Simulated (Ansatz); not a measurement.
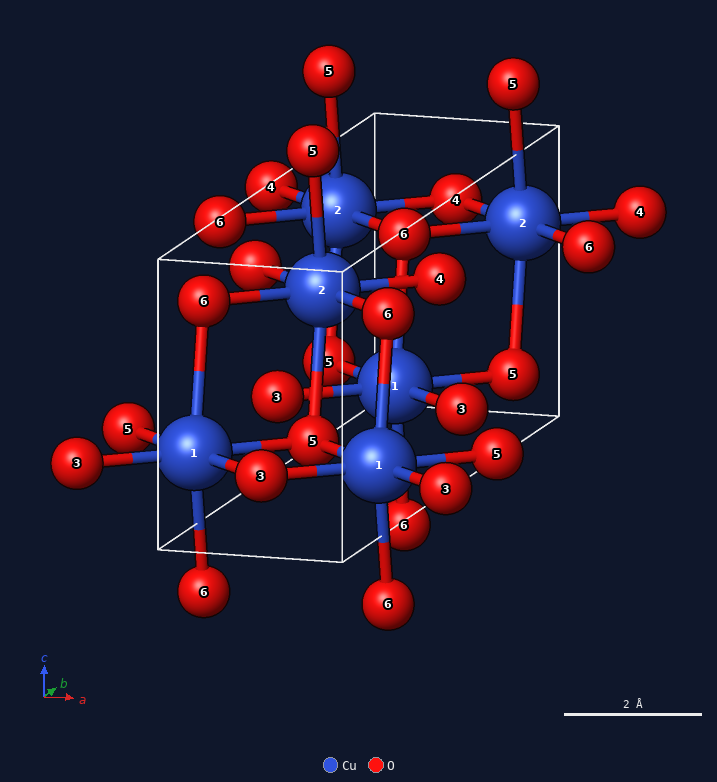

Fig. 1: The structure as given in the input (ball-and-stick view of the cell 2 times as large as that of the calculation, set on its symmetry axes, seen slightly off an axis; bonded neighbours outside the cell are drawn too; atoms are numbered from 1 in the order of the input). An atom can appear more than once, as a periodic image. Near neighbours in the periodic cell (some may lie outside the picture): Cu has 6 O at 1.86 to 2.22 Å; O has 2 Cu at 1.86 Å; O has 4 Cu at 1.90 to 2.22 Å.

## Single-point calculation, with input and output: CuO2

CuO2 (Cmcm, 6 atoms in the cell), computed with DFT PBEsol, scalar-relativistic, plane waves, PAW, spin-polarised (Ansatz 0.2.0).

The structure derives from a Materials Project entry. It belongs to a series of runs on one base structure; here: ecut: 200 eV. Figures and captions count atoms from 1; the log counts them from 0 in places.

The program's output:
```
Warning: basis.ecutwfc = 200 eV is below the records' recommended 420 eV, and the density's cutoff is lower with it unless basis.ecutrho_ratio is high enough to keep the records' density cutoff: compare with a run at a higher cutoff
Engine: ansatz 0.2.0, x86_64-unknown-linux-gnu
Pseudopotentials: kind: paw
Pseudopotential: Cu, paw, valence charge 19, recommended cutoff 420 eV (normal), Cu.paw.azcp
Pseudopotential: O, paw, valence charge 6, recommended cutoff 420 eV (normal), O.paw.azcp
Functional definition: PBEsol
  exchange = pbesol_x
  correlation = pbesol_c
Crystal: 6 atoms, lattice volume = 63.942 Å³
Basis set: ecut = 200 eV, 401 PW (Γ), exchange–correlation on 50×50×48 points (8 copies of the dense FFT grid, shifted against one another)
Bands: 38, of which v1, the nominal top of the filled ones, is band 31 counted from 1 (30 counted from 0)
Symmetry: 8 space group operations
Space group: Cmcm (ITA 63), of the structure as read, at distance tolerance 4.0e-5 Å
Magnetic group: BNS 63.457 (UNI 555), of the structure as read, at distance tolerance 4.0e-5 Å
k-points: 285 of 1568
Non-local potential: Cu, projectors of the file, l = 0: 3, l = 1: 2, l = 2: 3, l = 3: 1
Non-local potential: O, projectors of the file, l = 0: 2, l = 1: 2, l = 2: 1
PAW form: soft (Blöchl's): semilocal exchange-correlation on the pseudo side does not see the compensation charge
PAW frozen core: Cu, regenerated for the run's functional, and the local potential with it (the file was generated under x = pbe(κ = 0.804, μ = 0.2195149727645171), c = pbe(β = 0.06672455060314922))
PAW frozen core: O, regenerated for the run's functional, and the local potential with it (the file was generated under x = pbe(κ = 0.804, μ = 0.2195149727645171), c = pbe(β = 0.06672455060314922))
PAW one-centre angular grid: Cu, 590 points (default); XC on 64 Gauss nodes
PAW one-centre angular grid: O, 110 points (default); XC on 64 Gauss nodes
Initial density: superposition of atomic densities (chi_scale 0.1, normalization cell, long waves kept (reshape's long-wave potential 0.24 eV rms))
Starting moments: Σ|m| = 0.76 μB on 2 of 6 sites
Initial wavefunctions: pseudopotential atomic-orbital guess
Functional: x = pbesol(κ = 0.804, μ = 0.12345679012345678), c = pbesol(β = 0.046)
SCF iter   1: F=—  HF=-15364.669867 eV  |F-HF|=—  |Δ(HF+E_count)|=         —  Δρ=1.20e-1 (↑1.20e-1 ↓1.05e-1)  dr2=2.27e1  dr2_m=7.10e-2  M=0.360 μB ∫|m|=0.429 μB  β_m=0.30  ethr=3.10e-3  ⟨swp⟩=5.6  Hψ=73936  notcnv=0
preconditioner: auto → Kerker (q_TF=auto, 2.714 Å⁻¹)  [metal: Δε(μ)=0.002 eV  Ē_g=12.650 eV  σ=0.100 eV  W_gap=0.01  n_scr=14 (ndim 8)  ℏωp=31.5 eV  f_vac=0.089  D(μ)=2.67/eV (n_scr^D=22)]
spin=Collinear: Kerker preconditioning applied to the charge; magnetization (m = ρ↑ − ρ↓) channel mixes plain (no charge-response kernel on spin).
SCF iter   2: F=—  HF=-15357.667605 eV  |F-HF|=—  |Δ(HF+E_count)|=    7.00e0  Δρ=6.79e-2 (↑6.79e-2 ↓6.06e-2)  dr2=5.50e0  dr2_m=3.51e-2  M=0.325 μB ∫|m|=0.454 μB  β_m=0.30  ethr=3.10e-3  ⟨swp⟩=2.0  Hψ=46583  notcnv=0  defer=1302
spin-set hold released at iteration 2 (site moments show no strong build): the magnetisation degrees of freedom join the quasi-Newton model from the next iteration; the mixer history was kept
SCF iter   3: F=—  HF=-15355.126608 eV  |F-HF|=—  |Δ(HF+E_count)|=    2.54e0  Δρ=3.77e-2 (↑3.77e-2 ↓3.21e-2)  dr2=2.46e0  dr2_m=1.94e-2  M=0.309 μB ∫|m|=0.436 μB  β_m=0.30  ethr=3.10e-3  ⟨swp⟩=2.1  Hψ=37042  notcnv=0  defer=1282
SCF iter   4: F=—  HF=-15354.304204 eV  |F-HF|=—  |Δ(HF+E_count)|=   8.22e-1  Δρ=1.48e-2 (↑1.48e-2 ↓1.48e-2)  dr2=4.96e-1  dr2_m=6.29e-3  M=0.344 μB ∫|m|=0.465 μB  β_m=0.38  ethr=3.10e-3  ⟨swp⟩=2.2  Hψ=38963  notcnv=0  defer=1103
SCF iter   5: F=—  HF=-15354.224045 eV  |F-HF|=—  |Δ(HF+E_count)|=   8.02e-2  Δρ=9.56e-3 (↑9.56e-3 ↓9.20e-3)  dr2=4.20e-1  dr2_m=3.27e-3  M=0.296 μB ∫|m|=0.411 μB  β_m=0.52  ethr=8.01e-4  ⟨swp⟩=2.0  Hψ=24512  notcnv=0  defer=1088
SCF iter   6: F=—  HF=-15354.158914 eV  |F-HF|=—  |Δ(HF+E_count)|=   6.51e-2  Δρ=4.52e-3 (↑4.52e-3 ↓4.50e-3)  dr2=5.26e-2  dr2_m=3.58e-4  M=0.298 μB ∫|m|=0.407 μB  β_m=0.76  ethr=6.78e-4  ⟨swp⟩=2.0  Hψ=23126  notcnv=0  defer=1080
SCF iter   7: F=—  HF=-15354.155453 eV  |F-HF|=—  |Δ(HF+E_count)|=   3.46e-3  Δρ=4.51e-3 (↑4.51e-3 ↓3.16e-3)  dr2=7.81e-2  dr2_m=5.54e-4  M=0.271 μB ∫|m|=0.370 μB  β_m=0.71  ethr=8.48e-5  ⟨swp⟩=1.8  Hψ=27149  notcnv=0  defer=1042
SCF iter   8: F=—  HF=-15354.153742 eV  |F-HF|=—  |Δ(HF+E_count)|=   1.71e-3  Δρ=3.34e-3 (↑3.34e-3 ↓2.37e-3)  dr2=4.21e-2  dr2_m=3.20e-4  M=0.270 μB ∫|m|=0.365 μB  β_m=0.66  ethr=8.48e-5  ⟨swp⟩=1.0  Hψ=21181  notcnv=0  defer=1042
SCF iter   9: F=—  HF=-15354.151994 eV  |F-HF|=—  |Δ(HF+E_count)|=   1.75e-3  Δρ=1.38e-3 (↑1.38e-3 ↓8.57e-4)  dr2=5.92e-3  dr2_m=9.08e-5  M=0.271 μB ∫|m|=0.362 μB  β_m=0.61  ethr=6.79e-5  ⟨swp⟩=1.0  Hψ=20744  notcnv=0  defer=1042
SCF iter  10: F=—  HF=-15354.151762 eV  |F-HF|=—  |Δ(HF+E_count)|=   2.32e-4  Δρ=3.92e-4 (↑3.92e-4 ↓1.72e-4)  dr2=2.27e-4  dr2_m=2.80e-5  M=0.269 μB ∫|m|=0.358 μB  β_m=0.81  ethr=9.55e-6  ⟨swp⟩=1.0  Hψ=21158  notcnv=0  defer=1042
SCF iter  11: F=—  HF=-15354.151802 eV  |F-HF|=—  |Δ(HF+E_count)|=   3.99e-5  Δρ=2.45e-4 (↑2.45e-4 ↓1.13e-4)  dr2=1.58e-5  dr2_m=1.74e-5  M=0.258 μB ∫|m|=0.344 μB  β_m=0.90  ethr=3.66e-7  ⟨swp⟩=2.1  Hψ=25391  notcnv=0  defer=1042
SCF iter  12: F=—  HF=-15354.152251 eV  |F-HF|=—  |Δ(HF+E_count)|=   4.49e-4  Δρ=1.58e-4 (↑1.58e-4 ↓1.36e-4)  dr2=2.42e-6  dr2_m=1.22e-5  M=0.251 μB ∫|m|=0.334 μB  β_m=0.95  ethr=2.55e-8  ⟨swp⟩=2.0  Hψ=34052  notcnv=0  defer=1042
SCF iter  13: F=—  HF=-15354.152293 eV  |F-HF|=—  |Δ(HF+E_count)|=   4.20e-5  Δρ=1.08e-4 (↑1.08e-4 ↓1.04e-4)  dr2=1.76e-6  dr2_m=6.20e-6  M=0.235 μB ∫|m|=0.312 μB  β_m=0.44  ethr=3.91e-9  ⟨swp⟩=3.0  Hψ=39125  notcnv=0  defer=1042
SCF iter  14: F=—  HF=-15354.152322 eV  |F-HF|=—  |Δ(HF+E_count)|=   2.86e-5  Δρ=8.72e-5 (↑6.74e-5 ↓8.72e-5)  dr2=1.45e-6  dr2_m=3.16e-6  M=0.220 μB ∫|m|=0.292 μB  β_m=0.51  ethr=2.83e-9  ⟨swp⟩=3.3  Hψ=42994  notcnv=0  defer=1042
SCF iter  15: F=—  HF=-15354.152354 eV  |F-HF|=—  |Δ(HF+E_count)|=   3.18e-5  Δρ=6.91e-5 (↑2.57e-5 ↓6.91e-5)  dr2=4.63e-6  dr2_m=9.04e-7  M=0.195 μB ∫|m|=0.258 μB  β_m=0.74  ethr=2.34e-9  ⟨swp⟩=3.0  Hψ=45780  notcnv=0  defer=1042
SCF iter  16: F=—  HF=-15354.152375 eV  |F-HF|=—  |Δ(HF+E_count)|=   2.14e-5  Δρ=5.57e-5 (↑3.92e-5 ↓5.57e-5)  dr2=7.10e-6  dr2_m=1.07e-7  M=0.159 μB ∫|m|=0.208 μB  β_m=0.87  ethr=2.34e-9  ⟨swp⟩=3.1  Hψ=48025  notcnv=0  defer=1041
SCF iter  17: F=—  HF=-15354.152380 eV  |F-HF|=—  |Δ(HF+E_count)|=   4.65e-6  Δρ=2.45e-5 (↑2.45e-5 ↓2.39e-5)  dr2=1.41e-6  dr2_m=2.64e-8  M=0.132 μB ∫|m|=0.173 μB  β_m=0.94  ethr=2.34e-9  ⟨swp⟩=3.0  Hψ=45989  notcnv=0  defer=1036
SCF iter  18: F=—  HF=-15354.152380 eV  |F-HF|=—  |Δ(HF+E_count)|=   5.02e-7  Δρ=1.11e-5 (↑1.11e-5 ↓1.08e-5)  dr2=3.05e-7  dr2_m=3.99e-9  M=0.118 μB ∫|m|=0.155 μB  β_m=0.84  ethr=2.28e-9  ⟨swp⟩=3.0  Hψ=38902  notcnv=0  defer=1032
SCF iter  19: F=—  HF=-15354.152380 eV  |F-HF|=—  |Δ(HF+E_count)|=   2.19e-8  Δρ=3.12e-6 (↑3.12e-6 ↓2.93e-6)  dr2=1.29e-8  dr2_m=2.21e-9  M=0.118 μB ∫|m|=0.154 μB  β_m=0.92  ethr=1.61e-10  ⟨swp⟩=7.3  Hψ=87604  notcnv=0
SCF iter  20: F=—  HF=-15354.152380 eV  |F-HF|=—  |Δ(HF+E_count)|=   1.09e-8  Δρ=1.58e-6 (↑1.58e-6 ↓1.32e-6)  dr2=7.88e-10  dr2_m=1.12e-9  M=0.117 μB ∫|m|=0.153 μB  β_m=0.96  ethr=2.07e-11  ⟨swp⟩=3.3  Hψ=55521  notcnv=0
SCF iter  21: F=—  HF=-15354.152380 eV  |F-HF|=—  |Δ(HF+E_count)|=   5.85e-9  Δρ=1.87e-6 (↑1.87e-6 ↓1.14e-6)  dr2=4.15e-9  dr2_m=6.20e-10  M=0.116 μB ∫|m|=0.152 μB  β_m=0.96  ethr=1.27e-12  ⟨swp⟩=3.8  Hψ=60271  notcnv=0
SCF iter  22: F=—  HF=-15354.152380 eV  |F-HF|=—  |Δ(HF+E_count)|=   3.62e-9  Δρ=1.53e-6 (↑7.21e-7 ↓1.53e-6)  dr2=3.75e-9  dr2_m=1.97e-10  M=0.113 μB ∫|m|=0.149 μB  β_m=0.98  ethr=1.27e-12  ⟨swp⟩=5.0  Hψ=73018  notcnv=0
SCF iter  23: F=—  HF=-15354.152380 eV  |F-HF|=—  |Δ(HF+E_count)|=  9.42e-10  Δρ=1.21e-6 (↑8.69e-7 ↓1.21e-6)  dr2=1.40e-9  dr2_m=8.99e-11  M=0.113 μB ∫|m|=0.148 μB  β_m=0.84  ethr=1.27e-12  ⟨swp⟩=3.0  Hψ=49803  notcnv=0
SCF iter  24: F=-15354.152380 eV  HF=-15354.152380 eV  |F-HF|=2.82e-9  |Δ(HF+E_count)|=   2.75e-9  Δρ=1.28e-6 (↑9.42e-7 ↓1.28e-6)  dr2=3.19e-9  dr2_m=4.22e-11  M=0.113 μB ∫|m|=0.149 μB  ethr=1.27e-12  ⟨swp⟩=3.0  Hψ=54088  notcnv=0
SCF 1 converged in 24 iterations: F = -15354.152380 eV  dr2 = 3.19e-9
  greatest PAW one-centre occupation: 1.019 electrons in one spin orbital (limit 2), on the Cu atom at site 1 (counted from 0), in its partial waves of l = 1
```

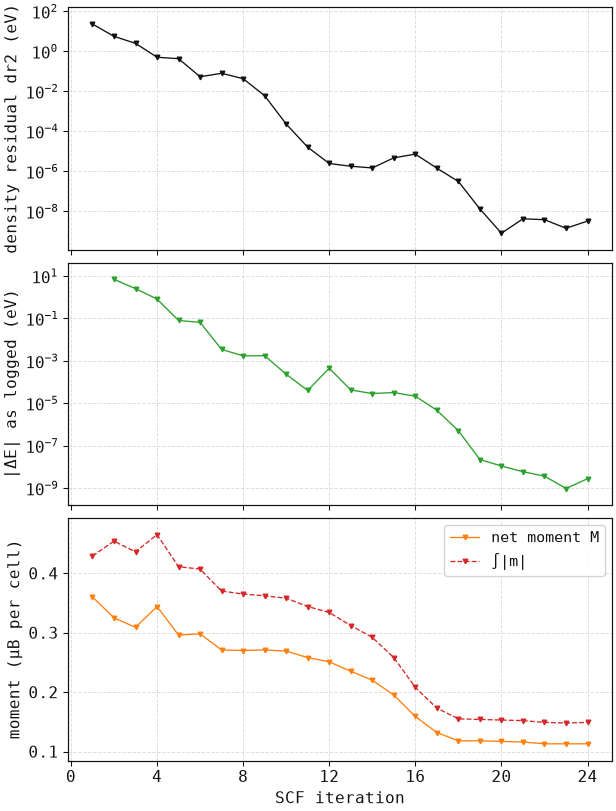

Fig. 2: Convergence of the self-consistent field: density residual dr2, size of the energy change and magnetic moment against the SCF iteration. The residual falls unevenly and jumps up by a factor of two or more 3 times on the way down. The net moment goes from 0.4 to 0.1 μB per cell.

```
SCF converged after 24 iterations
Magnetization: 0.1134 μB (31.0567 up, 30.9433 down)
Absolute magnetization: 0.1509 μB (∫|ρ↑−ρ↓|, with the PAW one-centre terms)
Spin contamination: 0.0119 ħ² per cell (⟨S²⟩ above its minimum at these occupations)
Per-site moments (μB) at R_I (Å): [(0.002735516702406889, 0.7663001259711121), (0.002735516702406583, 0.7663001259711121), (0.05323807357673637, 0.7663001259711121), (0.053238073576736364, 0.7663001259711121), (-0.005962358908839483, 0.7831532600912476), (-0.005962358908839624, 0.7831532600912476)]
Free energy (F): -15354.152380 eV
Harris-Foulkes:  -15354.152380 eV  (|F-HF|=2.82e-9)
Internal energy: -15354.131276 eV  (E = F + TS)
E sigma→0 (E₀):  -15354.141828 eV
Entropy (-TS):   -0.021104 eV (-3.517 meV/atom)
Fermi energy:    6.830174 eV
--- Per-component energies (eV) ---
  E_band       = -1199.101570
  E_kinetic    = 1368.429755
  E_local      = -12280.984497  (includes V_loc(G=0)·N_el)
  E_nonlocal   = 1077.247206
  E_hartree    = 5297.747942
  E_xc         = -478.928264
  E_vxc        = -616.666426  (∫ρ·V_xc dr)
  E_paw        = -3988.209642  (= ΣΔE_a)
  E_vpaw       = -1342.586741  (= ΣTr[D̂ρ^β])
  E_aug_tail   = -0.035110  (compensation charges beyond the density's cutoff)
  E_ewald      = -6349.952223
  E_core_change = 0.553556  (= ΣΔE_core)
  E_smearing   = -0.021104  (= −TS)
  E_closure    = 0.000000  (closes the sum)
  Σ components = -15354.152380   (vs F -15354.152380, Δ=0.00e0)
--- Forces (eV/Å), atoms counted from 1 ---
  atom   1  Cu     0.00000000     0.60691054     0.00000000
  atom   2  Cu     0.00000000    -0.60691054    -0.00000000
  atom   3  O      0.00000000    -3.73757733    -0.00000000
  atom   4  O      0.00000000     3.73757733     0.00000000
  atom   5  O      0.00000000     2.88320742     0.00000000
  atom   6  O      0.00000000    -2.88320742    -0.00000000
  max |Σ_I F_I| component: 0.00e0 eV/Å
--- Stress (GPa, compression-positive) ---
       38.491089       0.000000       0.000000
        0.000000      31.105648       0.000000
        0.000000       0.000000     -11.878039
  P = ⅓ Tr σ = 19.2396 GPa (192.396 kbar)
--- Band table (eV; the first three rows and the last of 570) ---
  k-point 0 ↑: bands = ["-108.5046", "-108.3280", "-66.3874", "-66.2277", "-66.1670", "-66.0267", "-65.3951", "-65.3143", "-13.1527", "-11.8112", "-11.7770", "-11.1622", "0.2818", "0.3352", "0.4734", "0.6200", "1.1546", "2.6357", "2.6947", "3.1007", "3.1392", "3.2738", "3.3984", "4.3754", "4.9932", "5.2672", "5.3276", "5.8464", "6.1370", "6.2027", "6.2290", "7.0064", "8.6888", "8.7480", "12.8693", "17.9360", "18.2093", "19.0571"]
  k-point 1 ↑: bands = ["-108.5864", "-108.3179", "-66.3545", "-66.2498", "-66.2377", "-66.0332", "-65.5536", "-65.2686", "-13.1133", "-11.8942", "-11.7426", "-11.1880", "0.3744", "0.4156", "0.4832", "0.5421", "1.1355", "2.5488", "2.6266", "2.9557", "2.9951", "3.3881", "3.4688", "4.2814", "4.8304", "4.9886", "5.3743", "5.7216", "5.8149", "6.3737", "6.8140", "6.8747", "8.6684", "8.7451", "13.1262", "17.8265", "17.8311", "18.9284"]
  k-point 2 ↑: bands = ["-108.6435", "-108.5043", "-66.4133", "-66.3513", "-66.2628", "-66.1421", "-65.6241", "-65.4995", "-12.9851", "-12.0485", "-11.6946", "-11.2623", "0.2306", "0.3758", "0.3881", "0.4198", "1.1236", "2.3377", "2.5028", "2.5164", "2.8888", "3.0886", "3.5269", "4.2933", "4.3361", "5.0640", "5.6131", "5.6591", "5.7878", "6.4772", "6.5252", "7.1435", "8.3869", "8.5996", "13.7547", "17.3184", "17.3982", "18.4834"]
  k-point 284 ↓: bands = ["-108.5513", "-108.5513", "-66.4110", "-66.4110", "-66.1767", "-66.1767", "-65.5181", "-65.5181", "-12.3672", "-12.3672", "-11.5818", "-11.5818", "0.4096", "0.4096", "0.6690", "0.6690", "1.5269", "1.5269", "2.8403", "2.8403", "2.9561", "2.9561", "3.9129", "3.9129", "4.7752", "4.7752", "5.1951", "5.1951", "6.3935", "6.3935", "6.6472", "6.6472", "8.3192", "8.3192", "16.7132", "16.7132", "17.0760", "17.0760"]
--- Löwdin populations: 6 sites ---
  site symbol       q [e]    m [muB]
     0     Cu     17.7156     0.0011
     1     Cu     17.7156     0.0011
     2      O      6.4373     0.0633
     3      O      6.4373     0.0633
     4      O      6.6292    -0.0079
     5      O      6.6292    -0.0079
  spilling = 0.007029 (of n_electrons = 62.000000)
```

File populations.tsv:
```
# site	symbol	l	j	q_up	q_dn
# orbitals = lowdin
# n_electrons = 62.000000
# spilling = 0.007029
0	Cu	0_3S	-	0.997031	0.997029
0	Cu	0_4S	-	0.243046	0.243420
0	Cu	1_3P	-	2.987785	2.987760
0	Cu	2_3D	-	4.630484	4.629050
1	Cu	0_3S	-	0.997031	0.997029
1	Cu	0_4S	-	0.243046	0.243420
1	Cu	1_3P	-	2.987785	2.987760
1	Cu	2_3D	-	4.630484	4.629050
2	O	0_2S	-	0.959498	0.958923
2	O	1_2P	-	2.290800	2.228080
3	O	0_2S	-	0.959498	0.958923
3	O	1_2P	-	2.290800	2.228080
4	O	0_2S	-	0.953865	0.953899
4	O	1_2P	-	2.356787	2.364648
5	O	0_2S	-	0.953865	0.953899
5	O	1_2P	-	2.356787	2.364648
```

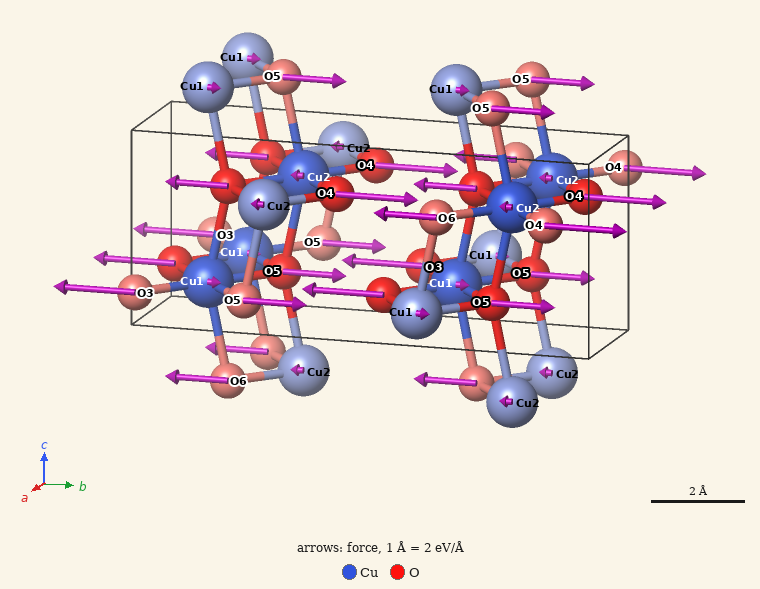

Fig. 3: Forces on the atoms as pink arrows (ball-and-stick view of the cell 2 times as large as that of the calculation, set on its symmetry axes, seen slightly off an axis; neighbours outside the cell are drawn fainter; atoms are numbered from 1 in the order of the input). The largest act on O3, O4 (3.74 eV/Å); O5, O6 (2.88 eV/Å). The geometry is not a stationary point of this energy.

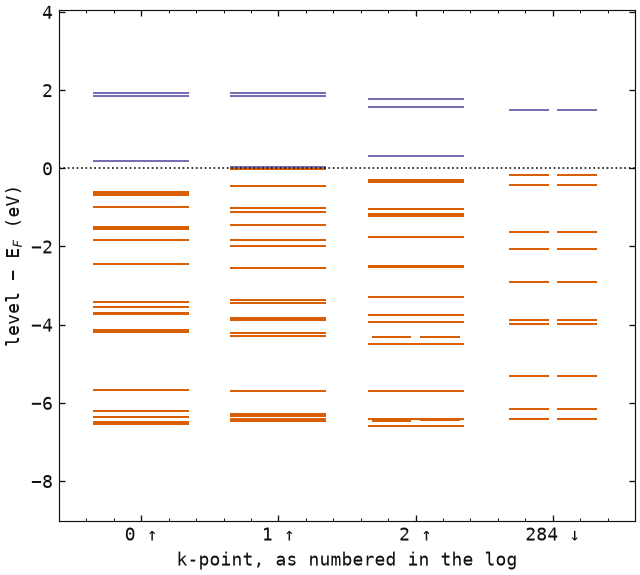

Fig. 4: Kohn–Sham levels near the Fermi level (dotted) at the few k-points that the log prints; levels within 0.02 eV of each other stand side by side. The system is metallic on the full mesh.

The run was set up as follows.

Input file:
```yaml
crystal:
  lattice:
    - [1.412615, -5.210747, 0.0]
    - [1.412615, 5.210747, 0.0]
    - [0.0, 0.0, 4.343424]
  atoms:
    - { symbol: Cu, position: [0.832747, 0.167253, 0.25] }
    - { symbol: Cu, position: [0.167253, 0.832747, 0.75] }
    - { symbol: O, position: [0.448514, 0.551486, 0.25], spin: 0.38 }
    - { symbol: O, position: [0.551486, 0.448514, 0.75], spin: 0.38 }
    - { symbol: O, position: [0.21103, 0.78897, 0.25] }
    - { symbol: O, position: [0.78897, 0.21103, 0.75] }
basis:
  ecutwfc: 200
kpoints:
  mp_grid: { grid: [14, 14, 8] }
hamiltonian:
  xc: pbesol
scf:
  occupations: { method: gaussian, width: 0.1 }
output:
  forces: true
  stress: true
  eigenvalues: true
  populations: true
magnetization:
  spin_polarized: true
```

Run as:
```bash
ansatz run input.yaml --threads 1 --pin off --max-ram 2560MiB --backend cpu --events-out ev --progress --plain --runs-dir out
```

Key numbers:

- outcome: converged
- space group (tolerance 0.01 Å): Cmcm (63)
- electrons treated: 62
- free energy: −15354.1524 eV
- Fermi energy: 6.830 eV
- gap on the k-point mesh: none (metallic)
- net moment of the cell: 0.11 μB
- integrated absolute moment: 0.15 μB
- pressure: 19.24 GPa
- largest force (length of the vector): 3.738 eV/Å
- hardware: 1 thread of Intel Xeon @ 2.50GHz (Skylake/Cascade Lake), 192 GiB of memory available, shared host
- wall time: 78 s
- peak memory: 0.63 GiB

Remarks:

Warnings of the run: the cutoff is below the recommended one.
